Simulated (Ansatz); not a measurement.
```xyz
3
Lattice="3.7404 0.0000 0.0000 -1.8702 3.2393 0.0000 0.0000 0.0000 4.5214" Properties=species:S:1:pos:R:3 pbc="T T T"
Pt    0.0000    0.0000    0.0000
S     0.0000    2.1596    1.1304
S     1.8702    1.0798    3.3911
```

Space group P-3m1; computed pressure about −9 GPa in this cell.

All numbers below come from DFT PBEsol, scalar-relativistic, plane waves, PAW in Ansatz.

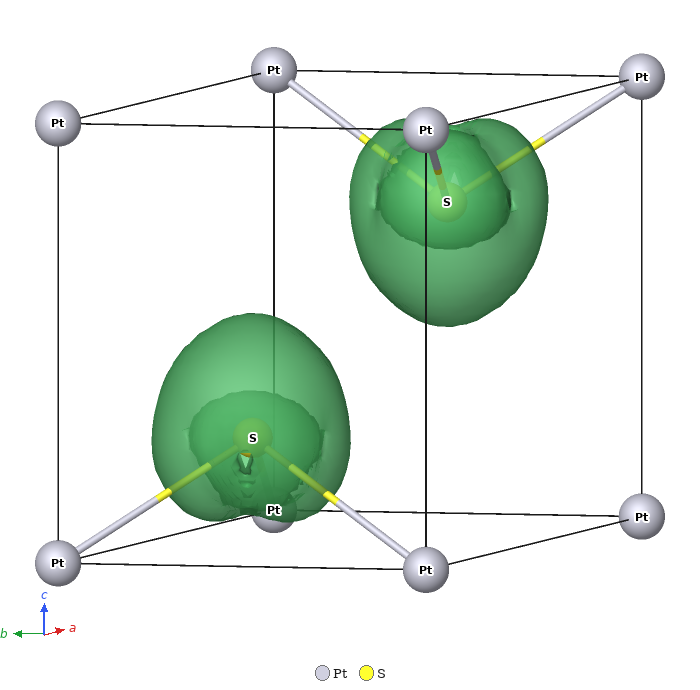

PtS2. Isosurface of the electron localisation function at 0.75 (green), seen at an oblique angle. Core shells and regions of very low density are left out. Sticks mark near contacts.

Core electrons are frozen (PAW), and the valence fields are smoothed inside the atomic spheres.

### What do the ELF domains correspond to?

The surface consists of two regions wrapped around S (the valence shell of each), counted in one cell of 3 atoms. Regions shared between cells count once. Along the contacts the grid gives the following. Pt–S (2.44 Å): the ELF peaks at about 0.90 in the valence shell of S, 0.8 Å from its nucleus, and is about 0.45 at the midpoint.
